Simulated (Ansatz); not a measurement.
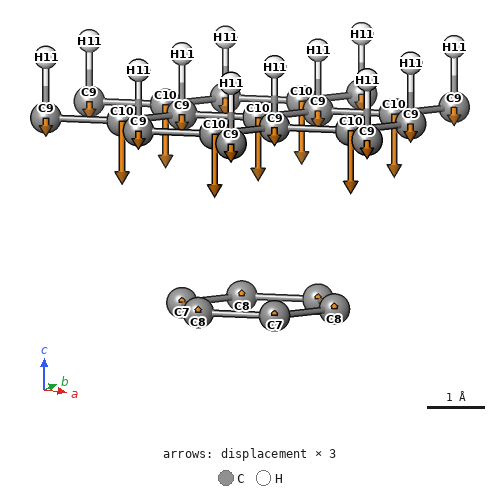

This is a constrained relaxation of a slab of composition HC$_{10}$ (cut from the P6_3/mmc phase). The starting structure is drawn; orange arrows show the displacements, 3 times their true length.

A ball-and-stick model of the atoms within 4.2 Å of the atom that moves most (axes of the 3 × 2 repeat of the cell, outlined in the plane, without the vacuum), seen slightly off an axis.

Case: H put at a top C site. The slab is the (0 0 1) face of C with H on it. 4 atoms are held fixed.

All numbers below come from DFT PBE+D3(BJ), scalar-relativistic, plane waves, PAW (Ansatz).

The input:
```yaml
crystal:
  lattice:
    - [2.4649634496, 0.0, 0.0]
    - [-1.2324817248, 2.1347209668, 0.0]
    - [0.0, 0.0, 32.4810787678]
  atoms:
    - { symbol: C, position: [0.0, 0.0, 0.2616908206] }
    - { symbol: C, position: [0.6666666667, 0.3333333333, 0.2616908157] }
    - { symbol: C, position: [0.0, 0.0, 0.3654518341] }
    - { symbol: C, position: [0.3333333333, 0.6666666667, 0.3654518293] }
    - { symbol: C, position: [0.0, 0.0, 0.4692128476] }
    - { symbol: C, position: [0.6666666667, 0.3333333333, 0.4692128428] }
    - { symbol: C, position: [0.0, 0.0, 0.5729738612] }
    - { symbol: C, position: [0.3333333333, 0.6666666667, 0.5729738563] }
    - { symbol: C, position: [0.0, 0.0, 0.6767348747] }
    - { symbol: C, position: [0.6666666667, 0.3333333333, 0.6767348698] }
    - { symbol: H, position: [0.0, 0.0, 0.7099850018] }
basis:
  ecutwfc: 420
kpoints:
  mp_grid: { grid: [12, 12, 1] }
hamiltonian:
  xc: pbe
  dispersion: d3bj
scf:
  occupations: { method: gaussian, width: 0.1 }
output:
  forces: true
  eigenvalues: true
relax:
  adjacent_minimum: "off"
  f_tol: 0.03
  max_steps: 70
  constraints: [{ sites: [0, 1, 2, 3] }]
efield:
  axis: 3
  dipole_correction: true
```

Question: Describe the change and its energy.

Answer: C10 moves most: 0.38 Å along the normal (−c). Largest moves by element: C 0.38 Å, H 0.02 Å. The cell stays as it was. Near-neighbour distances that change, for instance: C9–H11 1.080 → 1.175 Å, C9–C10 1.423 → 1.448 Å. Among the angles between lasting bonds that change: C10–C9–H11 90.0° → 100.6°, C10–C9–C10 120.0° → 116.7°. The energy falls by 0.589 eV per cell of the calculation in 4 geometry steps. The largest force component goes from 3.1 to 0.028 eV/Å.

Limits of the set-up: the periodic images lie only 2.5 Å apart, so the values are limited by the cell's size.
